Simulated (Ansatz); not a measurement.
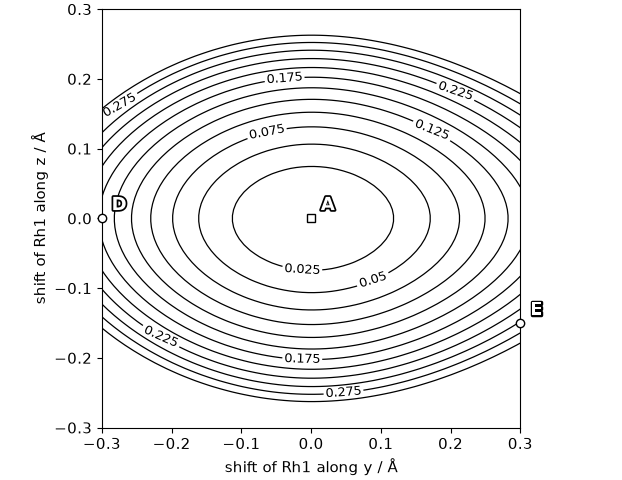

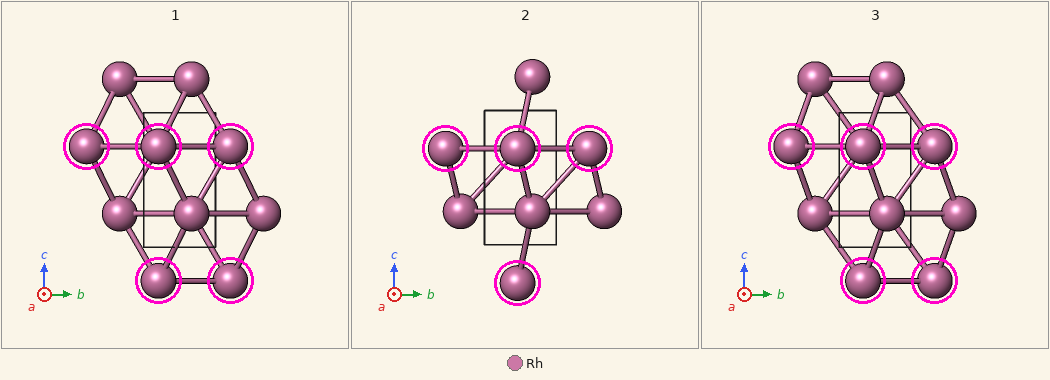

Rh (P6_3/mmc, No. 194; 2 atoms in the cell). Atom Rh1 is moved over a plane while all other atoms and the cell stay fixed (its periodic images move with it) (x along [1 0 0], y along [1 2 0], z along [0 0 1] of the conventional cell). First axis: shift of Rh1 along y. Second axis: shift of Rh1 along z. Grid: 5 × 5 points; 15 points were computed and 10 follow by symmetry. Points are written as (first, second). Energies: eV per cell, counted from the lowest grid point. The reference cell is the one listed in the database, not relaxed at this level. Method: DFT PBEsol, scalar-relativistic, plane waves, PAW (Ansatz). Settings: cutoff 420 eV, k-mesh 18×18×12 in the order of the run's cell vectors, gaussian smearing 0.15 eV, no spin polarisation.

The picture shows contour lines labelled in eV (none above 0.3), lettered points. Between grid points the surface is interpolated. The numbered pictures are the structures at these points, in random order. Rings mark the moved atoms.

### Which structure belongs to which point?

A is structure 3: (0.00 Å, 0.00 Å), 0.00 eV; D is structure 1: (−0.30 Å, 0.00 Å), 0.17 eV; E is structure 2: (0.30 Å, −0.15 Å), 0.25 eV.
